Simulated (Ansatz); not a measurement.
## Electronic structure of KNbO3 in real space

Input file:

```
crystal:
  lattice:
    - [3.996, 0.0, 0.0]
    - [0.0, 3.996, 0.0]
    - [0.0, 0.0, 4.063]
  atoms:
    - { symbol: K, position: [0.0, 0.0, 0.018] }
    - { symbol: Nb, position: [0.5, 0.5, 0.5] }
    - { symbol: O, position: [0.5, 0.5, 0.044] }
    - { symbol: O, position: [0.5, 0.0, 0.54] }
    - { symbol: O, position: [0.0, 0.5, 0.54] }
basis:
  ecutwfc: 420
kpoints:
  mp_grid: { grid: [8, 8, 8] }
hamiltonian:
  xc: pbe
scf:
  occupations: { method: gaussian, width: 0.02 }
output:
  forces: true
  stress: true
  eigenvalues: true
  write_density: true
  write_potential: true
  elf: true
  volumetric_format: npy
relax:
  adjacent_minimum: "off"
  f_tol: 0.005
  max_steps: 80
  cell: { stress_tol: 0.05 }
```

Run with:

```sh
ansatz run input.yaml --threads 2 --pin off --max-ram 5120MiB --backend cpu --events-out ev --progress --plain --runs-dir out
```

Below, planes, directions and counts refer to the conventional cell (a = 3.99 Å, b = 3.99 Å, c = 4.22 Å, α = 90.00°, β = 90.00°, γ = 90.00°).

The fields are those of the relaxed geometry.

Space group P4mm.

Level of theory: DFT PBE, scalar-relativistic, plane waves, PAW in Ansatz.

In a PAW calculation such maps are meaningful between the atoms, not at the nuclei.

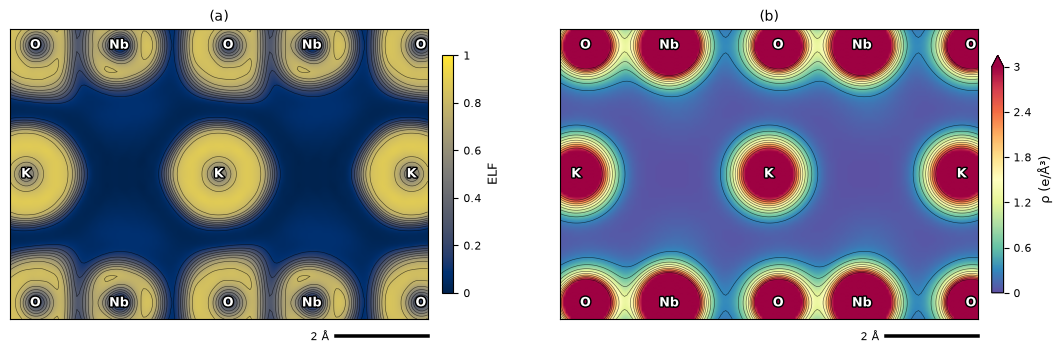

Figure 1. (a) electron localisation function; (b) valence electron density on the (11̄0) plane of the conventional cell.

Q: Interpret the plot.

A:
- The section cuts through K, Nb and O sites.
- Nb–O (1.83 Å): the density is about 1.3 e/Å³ at the midpoint; the ELF peaks at about 0.80 in the valence shell of O, 0.5 Å from its nucleus, and drops to about 0.30 between the two atoms.
- K–O (2.83 Å): the density is about 0.1 e/Å³ at the midpoint; the ELF is about 0.05 at the midpoint: a closed-shell, largely ionic contact.
- Between the atoms the lowest density in this plane is 0.02 e/Å³.
- The features right at K and Nb lie inside the PAW spheres, where the map follows smoothed inner orbitals and isn't to be read closely.

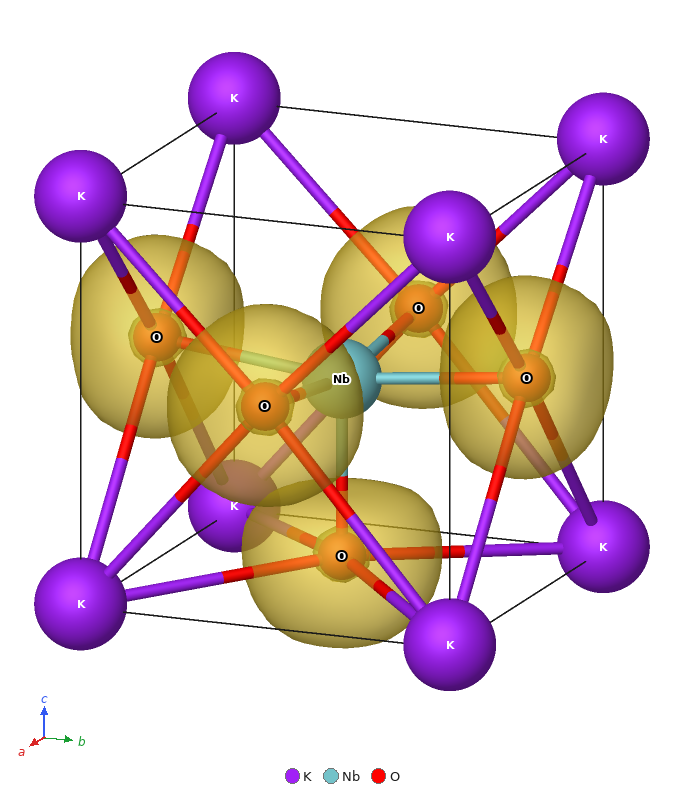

Figure 2. Isosurface of the electron localisation function at 0.6 (yellow), seen slightly off an axis. Core shells and regions of very low density are left out. Sticks mark near contacts.

Q: Describe the localisation domains.

A: The ELF exceeds this value in three regions wrapped around O (the valence shell of each), counted in one cell of 5 atoms. Any copies at cell faces, edges or corners count once. Along the contacts the grid gives the following. K–O (2.80 Å): the ELF is about 0.05 at the midpoint (an ionic contact with no shared pair).

Q: Does the calculation give a band gap?

A: It is gapped, with a Kohn–Sham gap of 1.6 eV on the k-point mesh, an upper bound to the gap of this method.
